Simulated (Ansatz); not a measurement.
System: SrO, space group I4/mmm (No. 139), 2 atoms in the cell, rocksalt type, biaxial (xy) strain +5.3%.

```cif
data_structure
_symmetry_space_group_name_H-M 'I4/mmm'
_symmetry_Int_Tables_number 139
_cell_length_a 3.8433
_cell_length_b 3.8433
_cell_length_c 5.1598
_cell_angle_alpha 90.000
_cell_angle_beta 90.000
_cell_angle_gamma 90.000
_cell_volume 76.22
loop_
_atom_site_label
_atom_site_type_symbol
_atom_site_symmetry_multiplicity
_atom_site_Wyckoff_symbol
_atom_site_fract_x
_atom_site_fract_y
_atom_site_fract_z
_atom_site_occupancy
Sr1 Sr 2 a 0.00000 0.00000 0.00000 1
O1 O 2 b 0.00000 0.00000 0.50000 1
```

Method: DFT, r2SCAN, plane waves, PAW, no spin polarisation, 8×8×8 k mesh, 500 eV cutoff (Ansatz).

Predict the main features of the density of states.

There is a gap; over the k points computed it is 3.60 eV (indirect; the smallest direct gap is 3.72 eV). The upper group of valence states starts about 2.0 eV under the valence-band top (which lies at −1.8 eV on this axis), with a gap beneath it; it holds about 6 electrons a cell. Within the window shown, the tallest peak of the filled states lies 0.7 eV under the valence-band top, at about 6.4 states per eV and cell.

The cell is at −7 GPa in this functional.

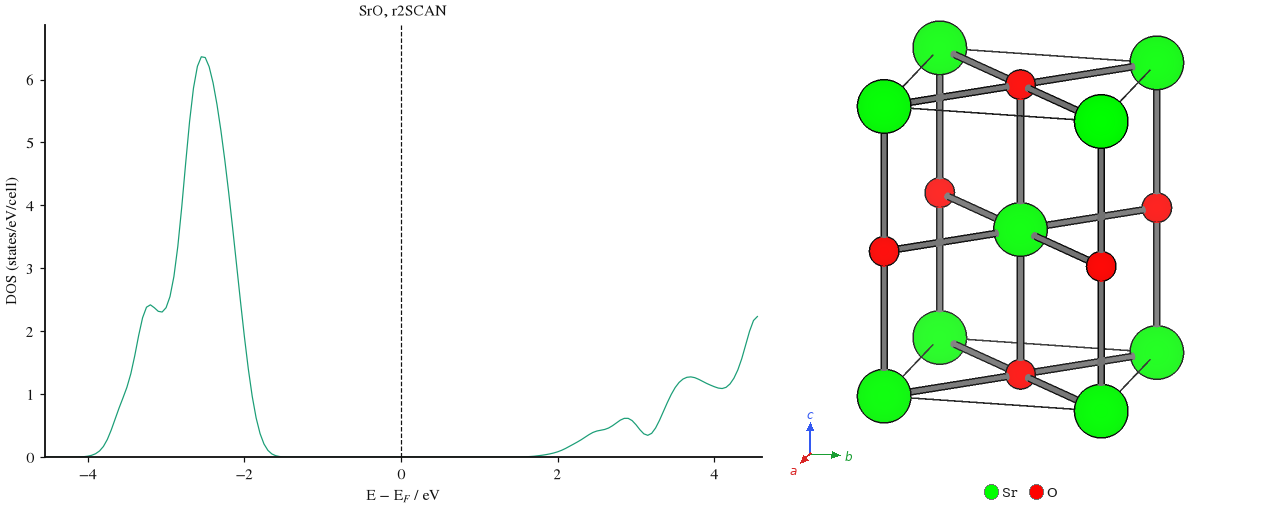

Density of states, beside the structure. Energies are counted from the Fermi level, put mid-gap where there is a gap. The curve is built from the levels of the k mesh with Gaussians 0.3 eV wide, which also blur the band edges.
